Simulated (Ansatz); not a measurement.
# Re: single-point calculation

The run: single-point calculation of Re (2 atoms in the cell). Method and program: DFT PBEsol, scalar-relativistic, plane waves, PAW, no spin polarisation (Ansatz 0.2.0).

The structure derives from a Materials Project entry. Figures and captions count atoms from 1; the log counts them from 0 in places.

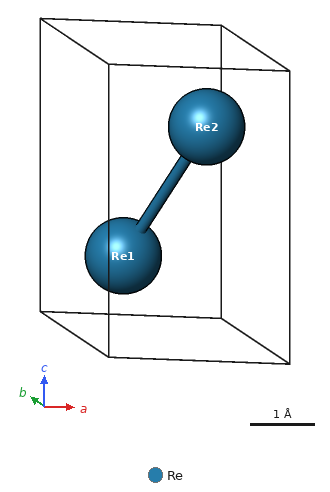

Fig. 1: The structure (ball-and-stick view of the cell of the calculation, seen slightly off an axis; atoms are numbered from 1 in the order of the input). Near neighbours in the crystal (not all of them lie inside the picture): Re has 12 Re at 2.89 to 2.92 Å.

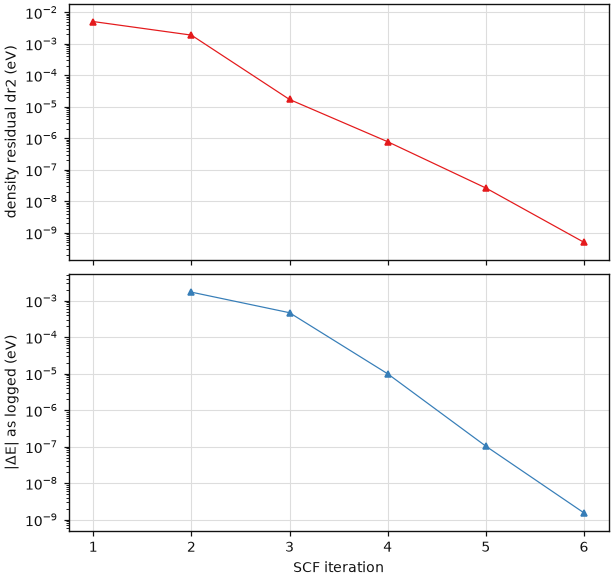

Fig. 2: Convergence of the self-consistent field: density residual dr2 and size of the energy change against the SCF iteration. The residual falls at every step.

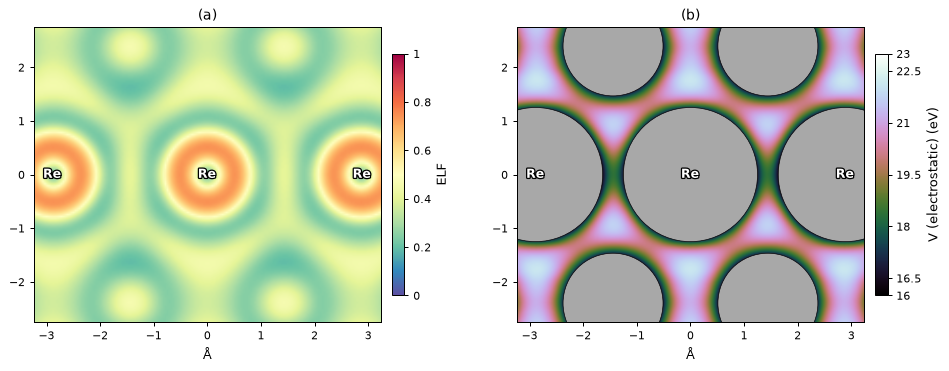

Fig. 3: (a) ELF; (b) electrostatic potential (local pseudopotential plus Hartree) felt by an electron on the (100) plane of the conventional cell. Grey discs, where drawn, cover atomic cores. The section cuts through Re sites. Re–Re (2.89 Å): the ELF is about 0.40 at the midpoint, which marks nearly free electrons, as in a simple metal. The strong features right at Re lie inside the PAW spheres (semicore, d or f shells) and say nothing about bonding. Outside the cores the potential energy rises away from the atoms and is highest about 1.8 Å from the nearest atoms; outside the discs it spans about 5 eV, and its zero is arbitrary. In a PAW calculation such maps are meaningful between the atoms, not at the nuclei.

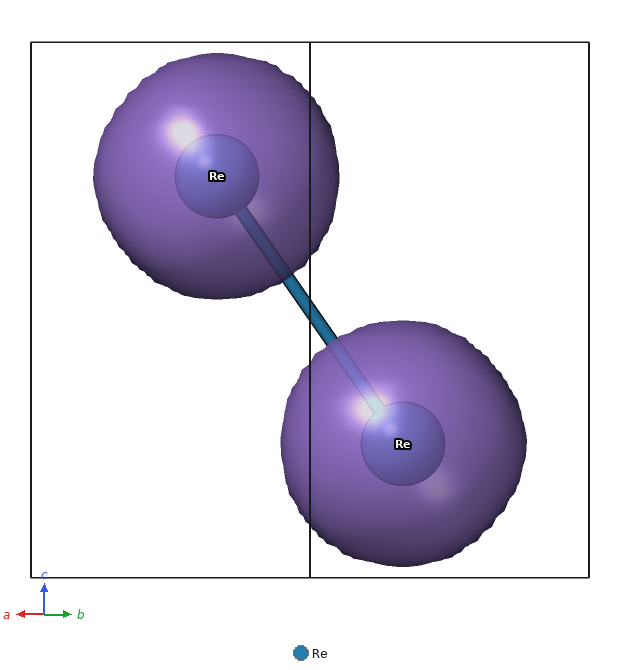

Fig. 4: Isosurface of the valence charge density (pseudo) at 0.5 e/Å³ (purple), seen along [110]. Sticks mark near contacts. The outline is the cell set on symmetry axes. At this value the density breaks into separate islands; it holds about 75 % of the electrons treated as valence (semicore included). It is pinched off along the Re–Re (2.89 Å) contacts. On the grid the lowest density along these lines, outside the cores, is 0.35 e/Å³ (Re–Re, 2.89 Å).

The input and output of the run follow.

**Input**
```yaml
crystal:
  lattice:
    - [2.8878, 0.0, 0.0]
    - [-1.4439, 2.500908161, 0.0]
    - [0.0, 0.0, 4.7988]
  atoms:
    - { symbol: Re, position: [0.3333333333, 0.6666666667, 0.25] }
    - { symbol: Re, position: [0.6666666667, 0.3333333333, 0.75] }
basis:
  ecutwfc: 420
kpoints:
  mp_grid: { grid: [18, 18, 10] }
hamiltonian:
  xc: pbesol
scf:
  occupations: { method: gaussian, width: 0.15 }
output:
  forces: true
  stress: true
  eigenvalues: true
  write_density: true
  write_potential: true
  elf: true
  volumetric_format: npy
```

Run as:
```bash
ansatz run input.yaml --threads 1 --pin off --max-ram 2048MiB --backend cpu --events-out ev --progress --plain --runs-dir out
```

**Output**
```
Engine: ansatz 0.2.0, aarch64-unknown-linux-gnu
Pseudopotentials: kind: paw
Pseudopotential: Re, paw, valence charge 15, recommended cutoff 420 eV (normal), Re.paw.azcp
Functional definition: PBEsol
  exchange = pbesol_x
  correlation = pbesol_c
Crystal: 2 atoms, lattice volume = 34.658 Å³
Basis set: ecut = 420 eV, 701 PW (Γ), exchange–correlation on 40×40×72 points (8 copies of the dense FFT grid, shifted against one another)
Bands: 19, of which v1, the nominal top of the filled ones, is band 15 counted from 1 (14 counted from 0)
Symmetry: 24 space group operations
Space group: P63/mmc (ITA 194), of the structure as read, at distance tolerance 3.3e-5 Å
k-points: 222 of 3240
Non-local potential: Re, projectors of the file, l = 0: 3, l = 1: 2, l = 2: 2, l = 3: 1
PAW form: soft (Blöchl's): semilocal exchange-correlation on the pseudo side does not see the compensation charge
PAW frozen core: Re, regenerated for the run's functional, and the local potential with it (the file was generated under x = pbe(κ = 0.804, μ = 0.2195149727645171), c = pbe(β = 0.06672455060314922))
PAW one-centre angular grid: Re, 590 points (default); XC on 64 Gauss nodes
Initial density: superposition of atomic densities (neutral atoms: chi_scale 0, normalization atom), corrected by the library's trained network
Initial wavefunctions: pseudopotential atomic-orbital guess
Functional: x = pbesol(κ = 0.804, μ = 0.12345679012345678), c = pbesol(β = 0.046)
SCF iter   1: F=—  HF=-21473.547296 eV  |F-HF|=—  |Δ(HF+E_count)|=         —  Δρ=6.59e-3  dr2=5.12e-3  ethr=1.77e-3  ⟨swp⟩=4.9  Hψ=17911  notcnv=0
preconditioner: auto → Kerker (q_TF=auto, 2.663 Å⁻¹)  [metal: Δε(μ)=0.020 eV  Ē_g=4.976 eV  σ=0.150 eV  W_gap=0.07  n_scr=10 (ndim 8)  ℏωp=23.6 eV  f_vac=0.000  D(μ)=1.94/eV (n_scr^D=22)]
SCF iter   2: F=—  HF=-21473.549030 eV  |F-HF|=—  |Δ(HF+E_count)|=   1.73e-3  Δρ=3.91e-3  dr2=1.90e-3  ethr=1.71e-5  ⟨swp⟩=1.6  Hψ=6728  notcnv=0
SCF iter   3: F=—  HF=-21473.549503 eV  |F-HF|=—  |Δ(HF+E_count)|=   4.72e-4  Δρ=3.06e-4  dr2=1.72e-5  ethr=6.35e-6  ⟨swp⟩=2.2  Hψ=5106  notcnv=0
SCF iter   4: F=—  HF=-21473.549492 eV  |F-HF|=—  |Δ(HF+E_count)|=   1.00e-5  Δρ=5.71e-5  dr2=7.84e-7  ethr=5.74e-8  ⟨swp⟩=2.2  Hψ=5666  notcnv=0
iter 5 did not close the SCF: its close was put off for the readings that it lacked (scf_convergence_deferred on its scf_iter line)
SCF iter   5: F=-21473.549492 eV  HF=-21473.549492 eV  |F-HF|=5.06e-9  |Δ(HF+E_count)|=   1.04e-7  Δρ=1.21e-5  dr2=2.66e-8  ethr=2.61e-9  ⟨swp⟩=2.3  Hψ=5585  notcnv=0
SCF iter   6: F=-21473.549492 eV  HF=-21473.549492 eV  |F-HF|=1.96e-10  |Δ(HF+E_count)|=   1.54e-9  Δρ=1.26e-6  dr2=5.02e-10  ethr=8.87e-11  ⟨swp⟩=4.9  Hψ=23548  notcnv=0
SCF 1 converged in 6 iterations: F = -21473.549492 eV  dr2 = 5.02e-10
  greatest PAW one-centre occupation: 0.999 electrons in one spin orbital (limit 2), on the Re atom at site 1 (counted from 0), in its partial waves of l = 0
SCF converged after 6 iterations
Free energy (F): -21473.549492 eV
Harris-Foulkes:  -21473.549492 eV  (|F-HF|=1.96e-10)
Internal energy: -21473.527649 eV  (E = F + TS)
E sigma→0 (E₀):  -21473.538571 eV
Entropy (-TS):   -0.021843 eV (-10.921 meV/atom)
Fermi energy:    19.602775 eV
--- Per-component energies (eV) ---
  E_band       = -269.447668
  E_kinetic    = 1064.470267
  E_local      = -1789.620507  (includes V_loc(G=0)·N_el)
  E_nonlocal   = 102.871901
  E_hartree    = 620.948242
  E_xc         = -795.732481
  E_vxc        = -599.420383  (∫ρ·V_xc dr)
  E_paw        = -17061.012227  (= ΣΔE_a)
  E_vpaw       = -289.645791  (= ΣTr[D̂ρ^β])
  E_aug_tail   = -0.000146  (compensation charges beyond the density's cutoff)
  E_ewald      = -3615.919222
  E_core_change = 0.466523  (= ΣΔE_core)
  E_smearing   = -0.021843  (= −TS)
  E_closure    = 0.000000  (closes the sum)
  Σ components = -21473.549492   (vs F -21473.549492, Δ=0.00e0)
--- Forces (eV/Å), atoms counted from 1 ---
  atom   1  Re     0.00000000     0.00000000     0.00000000
  atom   2  Re     0.00000000    -0.00000000    -0.00000000
  max |Σ_I F_I| component: 3.70e-17 eV/Å
--- Stress (GPa, compression-positive) ---
      -43.291426       0.000000       0.000000
        0.000000     -43.291426      -0.000000
        0.000000      -0.000000     -51.081253
  P = ⅓ Tr σ = -45.8880 GPa (-458.880 kbar)
--- Band table (eV; the first three rows and the last of 222) ---
  k-point 0: bands = ["-60.3292", "-60.2787", "-22.4739", "-21.8455", "-21.8455", "-21.8131", "-21.7576", "-21.7576", "10.7656", "13.9506", "18.0683", "18.4015", "18.4015", "18.9841", "18.9841", "19.6762", "19.9518", "19.9518", "22.2622"]
  k-point 1: bands = ["-60.3280", "-60.2799", "-22.4583", "-21.8434", "-21.8434", "-21.8299", "-21.7597", "-21.7597", "10.8612", "13.9331", "18.0194", "18.3666", "18.3666", "18.9356", "18.9356", "19.3914", "20.0643", "20.0643", "22.2579"]
  k-point 2: bands = ["-60.3244", "-60.2835", "-22.4131", "-21.8786", "-21.8371", "-21.8371", "-21.7660", "-21.7660", "11.1409", "13.8582", "17.8859", "18.2988", "18.2988", "18.7423", "18.8075", "18.8075", "20.3575", "20.3575", "22.2241"]
  k-point 221: bands = ["-60.2596", "-60.2596", "-22.3231", "-22.3231", "-22.1929", "-22.1929", "-21.9301", "-21.9301", "15.9115", "15.9115", "16.5882", "16.5882", "17.7284", "17.7284", "19.6142", "19.6142", "22.3060", "22.3060", "27.5607"]
```

**Summary**

```tsv
quantity	value
outcome	converged
space group (tolerance 0.01 Å)	P6₃/mmc (194)
electrons treated	30
free energy	−21473.5495 eV
Fermi energy	19.603 eV
gap on the k-point mesh	none (metallic)
pressure	−45.89 GPa
largest force (length of the vector)	under 0.001 eV/Å
hardware	1 thread of Arm Neoverse V1, 24 GiB of memory available, shared host
wall time	8.9 s
peak memory	0.38 GiB
```

**Notes**

Spin–orbit coupling is left out, which matters for Re. The cell is under a tension of 46 GPa at this level, so it is not at its equilibrium volume.
